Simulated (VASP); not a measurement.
# Optical-spectrum calculation, with input and output: Ta (part 3 of 3)

Ta (1 atom in the cell); Kohn-Sham DFT of a periodic cell, PBEsol, VASP PAW PBE potentials, recommended, no spin polarisation (VASP 6.6.1); cutoff 520 eV, 22×22×22 k-mesh, methfessel-paxton of 0.1 eV. The structure was built on a prototype by a generator; it need not be a known phase.

Geometry of the input (Å; fractional positions):
```
-1.6600  1.6600  1.6600
1.6600  -1.6600  1.6600
1.6600  1.6600  -1.6600
Ta 0.0000  0.0000  0.0000
```

Parts of OUTCAR, continued
```
  frequency dependent IMAGINARY DIELECTRIC FUNCTION (independent particle, no local field effects) current-current
     E(ev)      X         Y         Z        XY        YZ        ZX
  --------------------------------------------------------------------------------------------------------------
     0.00000   191.78758   191.78758   191.78758    -0.00000    -0.00000     0.00000
     0.53202     9.35530     9.35530     9.35530     0.00000    -0.00000     0.00000
     1.06405     8.84943     8.84943     8.84943    -0.00000    -0.00000     0.00000
     1.59607     8.43296     8.43296     8.43296     0.00000    -0.00000    -0.00000
     2.12810     9.04271     9.04271     9.04271     0.00000     0.00000     0.00000
     2.66012    17.72177    17.72177    17.72177     0.00000    -0.00000     0.00000
     3.19215    16.86175    16.86175    16.86175     0.00000     0.00000    -0.00000
     3.72417    14.39986    14.39986    14.39986     0.00000     0.00000    -0.00000
     4.25620    13.13730    13.13730    13.13730    -0.00000     0.00000     0.00000
     4.78822    17.38754    17.38754    17.38754    -0.00000     0.00000    -0.00000
     5.32025    20.83720    20.83720    20.83720     0.00000    -0.00000     0.00000
     5.85227    10.59605    10.59605    10.59605     0.00000     0.00000    -0.00000
     6.38430     6.01032     6.01032     6.01032    -0.00000    -0.00000     0.00000
     6.91632     4.22919     4.22919     4.22919    -0.00000    -0.00000    -0.00000
     7.44835     3.68968     3.68968     3.68968    -0.00000    -0.00000     0.00000
     7.98037     3.59351     3.59351     3.59351    -0.00000    -0.00000    -0.00000
     8.51240     3.95270     3.95270     3.95270     0.00000     0.00000     0.00000
     9.04442     4.30902     4.30902     4.30902     0.00000    -0.00000     0.00000
     9.57645     3.75650     3.75650     3.75650    -0.00000    -0.00000     0.00000
    10.10847     2.35022     2.35022     2.35022     0.00000     0.00000     0.00000
    10.64050     1.76637     1.76637     1.76637     0.00000    -0.00000     0.00000
    11.17252     0.97609     0.97609     0.97609     0.00000     0.00000    -0.00000
    11.70455     0.66491     0.66491     0.66491     0.00000    -0.00000     0.00000
    12.23657     0.32318     0.32318     0.32318     0.00000     0.00000    -0.00000
    12.76860     0.10896     0.10896     0.10896     0.00000     0.00000     0.00000
    13.30062     0.03190     0.03190     0.03190     0.00000     0.00000     0.00000
    13.83265     0.02009     0.02009     0.02009     0.00000    -0.00000     0.00000
    14.36467     0.01485     0.01485     0.01485     0.00000    -0.00000     0.00000
    14.89670     0.01179     0.01179     0.01179     0.00000    -0.00000     0.00000
    15.42872     0.00979     0.00979     0.00979     0.00000    -0.00000     0.00000
    15.96075     0.00842     0.00842     0.00842     0.00000    -0.00000     0.00000
    16.49277     0.00744     0.00744     0.00744     0.00000    -0.00000     0.00000
    17.02480     0.00672     0.00672     0.00672     0.00000    -0.00000     0.00000
    17.55682     0.00618     0.00618     0.00618     0.00000    -0.00000     0.00000
    18.08885     0.00578     0.00578     0.00578     0.00000    -0.00000     0.00000
    18.62087     0.00548     0.00548     0.00548     0.00000    -0.00000     0.00000
    19.15290     0.00526     0.00526     0.00526     0.00000    -0.00000     0.00000
    19.68492     0.00510     0.00510     0.00510     0.00000    -0.00000     0.00000
    20.21695     0.00500     0.00500     0.00500     0.00000    -0.00000     0.00000
    20.74897     0.00494     0.00494     0.00494     0.00000    -0.00000     0.00000
    21.28100     0.00492     0.00492     0.00492     0.00000    -0.00000     0.00000
    21.81302     0.00493     0.00493     0.00493     0.00000    -0.00000     0.00000
    22.34505     0.00498     0.00498     0.00498     0.00000    -0.00000     0.00000
    22.87707     0.00506     0.00506     0.00506     0.00000     0.00000     0.00000
    23.40910     0.00518     0.00518     0.00518     0.00000     0.00000     0.00000
    23.94112     0.00533     0.00533     0.00533     0.00000     0.00000     0.00000
    24.47315     0.00553     0.00553     0.00553     0.00000     0.00000     0.00000
    25.00517     0.00576     0.00576     0.00576     0.00000     0.00000     0.00000
    25.53720     0.00605     0.00605     0.00605     0.00000     0.00000     0.00000
    26.06922     0.00640     0.00640     0.00640     0.00000     0.00000     0.00000
    26.60125     0.00681     0.00681     0.00681     0.00000     0.00000     0.00000
    27.13327     0.00732     0.00732     0.00732     0.00000     0.00000     0.00000
    27.66529     0.00793     0.00793     0.00793     0.00000     0.00000     0.00000
    28.19732     0.00869     0.00869     0.00869     0.00000     0.00000     0.00000
    28.72934     0.00964     0.00964     0.00964     0.00000     0.00000     0.00000
    29.26137     0.01086     0.01086     0.01086     0.00000     0.00000     0.00000
    29.79339     0.01246     0.01246     0.01246     0.00000     0.00000     0.00000
    30.32542     0.01464     0.01464     0.01464     0.00000     0.00000     0.00000
    30.85744     0.01779     0.01779     0.01779     0.00000     0.00000     0.00000
    31.38947     0.02274     0.02274     0.02274     0.00000     0.00000    -0.00000
    31.92149     0.03169     0.03169     0.03169     0.00000     0.00000    -0.00000
    32.45352     0.05309     0.05309     0.05309     0.00000     0.00000    -0.00000
    32.98554     0.17620     0.17620     0.17620    -0.00000     0.00000    -0.00000
    33.51757     1.20747     1.20747     1.20747     0.00000     0.00000    -0.00000
    34.04959     0.80806     0.80806     0.80806     0.00000     0.00000    -0.00000
    34.58162     0.66774     0.66774     0.66774     0.00000     0.00000    -0.00000
    35.11364     0.97368     0.97368     0.97368     0.00000     0.00000     0.00000
    35.64567     1.33123     1.33123     1.33123    -0.00000     0.00000    -0.00000
    36.17769     1.67160     1.67160     1.67160     0.00000     0.00000    -0.00000
    36.70972     1.89750     1.89750     1.89750     0.00000    -0.00000     0.00000
    37.24174     1.97717     1.97717     1.97717     0.00000     0.00000    -0.00000
    37.77377     2.38198     2.38198     2.38198    -0.00000     0.00000    -0.00000
    38.30579     2.02273     2.02273     2.02273    -0.00000     0.00000     0.00000
    38.83782     2.12765     2.12765     2.12765    -0.00000    -0.00000     0.00000
    39.36984     0.76785     0.76785     0.76785     0.00000     0.00000    -0.00000
    39.90187     0.74500     0.74500     0.74500    -0.00000    -0.00000     0.00000
    40.43389     0.55218     0.55218     0.55218    -0.00000    -0.00000     0.00000
    40.96592     0.51425     0.51425     0.51425     0.00000     0.00000    -0.00000
    41.49794     0.37046     0.37046     0.37046     0.00000     0.00000     0.00000
    42.02997     0.48288     0.48288     0.48288     0.00000     0.00000    -0.00000
    42.56199     0.33696     0.33696     0.33696     0.00000     0.00000     0.00000
    43.09402     0.32562     0.32562     0.32562     0.00000     0.00000    -0.00000
    43.62604     0.17377     0.17377     0.17377    -0.00000    -0.00000    -0.00000
    44.15807     0.02578     0.02578     0.02578    -0.00000    -0.00000    -0.00000
    44.69009     0.01221     0.01221     0.01221     0.00000     0.00000     0.00000
    45.22212     0.00828     0.00828     0.00828     0.00000     0.00000     0.00000
    45.75414     0.00620     0.00620     0.00620     0.00000     0.00000     0.00000
    46.28617     0.00489     0.00489     0.00489     0.00000     0.00000     0.00000
    46.81819     0.00398     0.00398     0.00398     0.00000     0.00000     0.00000
    47.35022     0.00331     0.00331     0.00331     0.00000     0.00000     0.00000
    47.88224     0.00280     0.00280     0.00280     0.00000     0.00000     0.00000
    48.41427     0.00240     0.00240     0.00240     0.00000     0.00000     0.00000
    48.94629     0.00208     0.00208     0.00208     0.00000     0.00000     0.00000
    49.47832     0.00182     0.00182     0.00182     0.00000     0.00000     0.00000
    50.01034     0.00160     0.00160     0.00160     0.00000     0.00000     0.00000
    50.54237     0.00142     0.00142     0.00142     0.00000     0.00000     0.00000
    51.07439     0.00127     0.00127     0.00127     0.00000     0.00000     0.00000
    51.60642     0.00113     0.00113     0.00113     0.00000     0.00000     0.00000
    52.13844     0.00102     0.00102     0.00102     0.00000     0.00000     0.00000
    52.67047     0.00092     0.00092     0.00092     0.00000     0.00000     0.00000

  frequency dependent      REAL DIELECTRIC FUNCTION (independent particle, no local field effects) current-current
     E(ev)        X           Y           Z          XY          YZ          ZX
  --------------------------------------------------------------------------------------------------------------
     0.00000    14.13647    14.13647    14.13647     0.00000     0.00000    -0.00000
     0.53202    16.87992    16.87992    16.87992     0.00000    -0.00000     0.00000
     1.06405    17.00734    17.00734    17.00734     0.00000    -0.00000     0.00000
     1.59607    15.77980    15.77980    15.77980     0.00000     0.00000     0.00000
     2.12810    14.98572    14.98572    14.98572     0.00000     0.00000     0.00000
     2.66012    13.04439    13.04439    13.04439    -0.00000    -0.00000     0.00000
     3.19215    10.30050    10.30050    10.30050     0.00000     0.00000    -0.00000
     3.72417     4.88453     4.88453     4.88453    -0.00000     0.00000     0.00000
     4.25620     7.87823     7.87823     7.87823    -0.00000    -0.00000    -0.00000
     4.78822     5.85944     5.85944     5.85944     0.00000     0.00000    -0.00000
     5.32025    -4.73953    -4.73953    -4.73953    -0.00000     0.00000    -0.00000
     5.85227    -9.07321    -9.07321    -9.07321    -0.00000    -0.00000     0.00000
     6.38430    -7.21910    -7.21910    -7.21910    -0.00000    -0.00000     0.00000
     6.91632    -4.44513    -4.44513    -4.44513    -0.00000    -0.00000     0.00000
     7.44835    -3.46820    -3.46820    -3.46820     0.00000    -0.00000     0.00000
     7.98037    -1.91054    -1.91054    -1.91054     0.00000     0.00000    -0.00000
     8.51240    -1.54964    -1.54964    -1.54964     0.00000     0.00000     0.00000
     9.04442    -2.73037    -2.73037    -2.73037    -0.00000    -0.00000     0.00000
     9.57645    -2.87058    -2.87058    -2.87058    -0.00000    -0.00000    -0.00000
    10.10847    -3.70627    -3.70627    -3.70627     0.00000     0.00000     0.00000
    10.64050    -3.23076    -3.23076    -3.23076     0.00000     0.00000    -0.00000
    11.17252    -2.60486    -2.60486    -2.60486    -0.00000     0.00000    -0.00000
    11.70455    -2.10214    -2.10214    -2.10214    -0.00000    -0.00000    -0.00000
    12.23657    -1.95631    -1.95631    -1.95631     0.00000     0.00000    -0.00000
    12.76860    -1.44128    -1.44128    -1.44128    -0.00000     0.00000    -0.00000
    13.30062    -1.03880    -1.03880    -1.03880    -0.00000     0.00000    -0.00000
    13.83265    -0.75842    -0.75842    -0.75842    -0.00000     0.00000    -0.00000
    14.36467    -0.54271    -0.54271    -0.54271    -0.00000     0.00000    -0.00000
    14.89670    -0.36688    -0.36688    -0.36688    -0.00000     0.00000    -0.00000
    15.42872    -0.21922    -0.21922    -0.21922    -0.00000     0.00000    -0.00000
    15.96075    -0.09271    -0.09271    -0.09271    -0.00000     0.00000    -0.00000
    16.49277     0.01731     0.01731     0.01731    -0.00000     0.00000    -0.00000
    17.02480     0.11414     0.11414     0.11414    -0.00000     0.00000    -0.00000
    17.55682     0.20021     0.20021     0.20021    -0.00000     0.00000    -0.00000
    18.08885     0.27739     0.27739     0.27739    -0.00000     0.00000    -0.00000
    18.62087     0.34715     0.34715     0.34715    -0.00000     0.00000    -0.00000
    19.15290     0.41066     0.41066     0.41066    -0.00000     0.00000    -0.00000
    19.68492     0.46888     0.46888     0.46888    -0.00000     0.00000    -0.00000
    20.21695     0.52261     0.52261     0.52261    -0.00000     0.00000    -0.00000
    20.74897     0.57251     0.57251     0.57251    -0.00000     0.00000    -0.00000
    21.28100     0.61916     0.61916     0.61916    -0.00000     0.00000    -0.00000
    21.81302     0.66306     0.66306     0.66306    -0.00000     0.00000    -0.00000
    22.34505     0.70464     0.70464     0.70464    -0.00000     0.00000    -0.00000
    22.87707     0.74431     0.74431     0.74431    -0.00000     0.00000    -0.00000
    23.40910     0.78242     0.78242     0.78242    -0.00000     0.00000    -0.00000
    23.94112     0.81932     0.81932     0.81932    -0.00000     0.00000    -0.00000
    24.47315     0.85535     0.85535     0.85535    -0.00000     0.00000     0.00000
    25.00517     0.89082     0.89082     0.89082    -0.00000     0.00000     0.00000
    25.53720     0.92608     0.92608     0.92608    -0.00000     0.00000     0.00000
    26.06922     0.96148     0.96148     0.96148    -0.00000     0.00000     0.00000
    26.60125     0.99741     0.99741     0.99741    -0.00000     0.00000     0.00000
    27.13327     1.03433     1.03433     1.03433    -0.00000     0.00000     0.00000
    27.66529     1.07277     1.07277     1.07277    -0.00000     0.00000     0.00000
    28.19732     1.11338     1.11338     1.11338    -0.00000     0.00000     0.00000
    28.72934     1.15700     1.15700     1.15700    -0.00000     0.00000     0.00000
    29.26137     1.20475     1.20475     1.20475    -0.00000     0.00000     0.00000
    29.79339     1.25821     1.25821     1.25821    -0.00000     0.00000     0.00000
    30.32542     1.31970     1.31970     1.31970    -0.00000     0.00000     0.00000
    30.85744     1.39297     1.39297     1.39297    -0.00000     0.00000     0.00000
    31.38947     1.48457     1.48457     1.48457    -0.00000     0.00000     0.00000
    31.92149     1.60799     1.60799     1.60799    -0.00000     0.00000     0.00000
    32.45352     1.79898     1.79898     1.79898    -0.00000     0.00000     0.00000
    32.98554     2.22903     2.22903     2.22903    -0.00000     0.00000    -0.00000
    33.51757     2.16973     2.16973     2.16973     0.00000     0.00000     0.00000
    34.04959     1.44505     1.44505     1.44505    -0.00000     0.00000     0.00000
    34.58162     1.66656     1.66656     1.66656    -0.00000     0.00000     0.00000
    35.11364     2.11765     2.11765     2.11765    -0.00000     0.00000    -0.00000
    35.64567     1.95742     1.95742     1.95742     0.00000    -0.00000    -0.00000
    36.17769     1.89436     1.89436     1.89436    -0.00000    -0.00000     0.00000
    36.70972     1.49983     1.49983     1.49983     0.00000     0.00000     0.00000
    37.24174     1.19691     1.19691     1.19691    -0.00000     0.00000     0.00000
    37.77377     1.11283     1.11283     1.11283    -0.00000     0.00000     0.00000
    38.30579    -0.11480    -0.11480    -0.11480    -0.00000    -0.00000     0.00000
    38.83782    -0.76357    -0.76357    -0.76357     0.00000     0.00000    -0.00000
    39.36984    -0.62652    -0.62652    -0.62652     0.00000    -0.00000    -0.00000
    39.90187    -0.20474    -0.20474    -0.20474     0.00000    -0.00000    -0.00000
    40.43389    -0.12522    -0.12522    -0.12522     0.00000     0.00000    -0.00000
    40.96592     0.18329     0.18329     0.18329     0.00000     0.00000    -0.00000
    41.49794    -0.04620    -0.04620    -0.04620     0.00000     0.00000    -0.00000
    42.02997     0.10475     0.10475     0.10475    -0.00000    -0.00000     0.00000
    42.56199    -0.01339    -0.01339    -0.01339    -0.00000    -0.00000    -0.00000
    43.09402     0.07011     0.07011     0.07011     0.00000     0.00000    -0.00000
    43.62604    -0.02684    -0.02684    -0.02684    -0.00000     0.00000    -0.00000
    44.15807     0.17512     0.17512     0.17512    -0.00000    -0.00000    -0.00000
    44.69009     0.28044     0.28044     0.28044    -0.00000    -0.00000    -0.00000
    45.22212     0.34963     0.34963     0.34963    -0.00000    -0.00000    -0.00000
    45.75414     0.40218     0.40218     0.40218    -0.00000    -0.00000    -0.00000
    46.28617     0.44473     0.44473     0.44473    -0.00000    -0.00000    -0.00000
    46.81819     0.48045     0.48045     0.48045    -0.00000    -0.00000    -0.00000
    47.35022     0.51115     0.51115     0.51115    -0.00000    -0.00000    -0.00000
    47.88224     0.53797     0.53797     0.53797    -0.00000    -0.00000    -0.00000
    48.41427     0.56173     0.56173     0.56173    -0.00000    -0.00000    -0.00000
    48.94629     0.58298     0.58298     0.58298    -0.00000    -0.00000    -0.00000
    49.47832     0.60214     0.60214     0.60214    -0.00000    -0.00000    -0.00000
    50.01034     0.61955     0.61955     0.61955    -0.00000    -0.00000    -0.00000
    50.54237     0.63546     0.63546     0.63546    -0.00000    -0.00000    -0.00000
    51.07439     0.65007     0.65007     0.65007    -0.00000    -0.00000    -0.00000
    51.60642     0.66355     0.66355     0.66355    -0.00000    -0.00000    -0.00000
    52.13844     0.67604     0.67604     0.67604    -0.00000    -0.00000    -0.00000
    52.67047     0.68765     0.68765     0.68765    -0.00000    -0.00000    -0.00000
```

CONTCAR
```
Ta
   1.00000000000000
    -1.6599999999999999    1.6599999999999999    1.6599999999999999
     1.6599999999999999   -1.6599999999999999    1.6599999999999999
     1.6599999999999999    1.6599999999999999   -1.6599999999999999
  Ta
     1
Direct
     0.0000000000000000    0.0000000000000000    0.0000000000000000

  0.00000000E+00  0.00000000E+00  0.00000000E+00
```

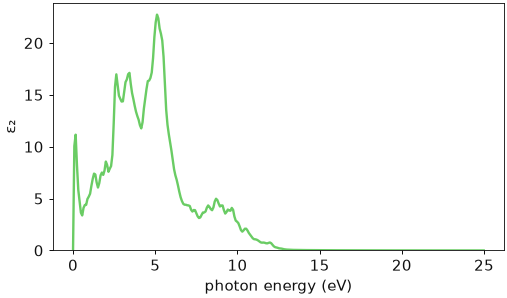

Imaginary part of the dielectric function (first component that the program prints). The highest peak, 22.7, lies at 5.11 eV.
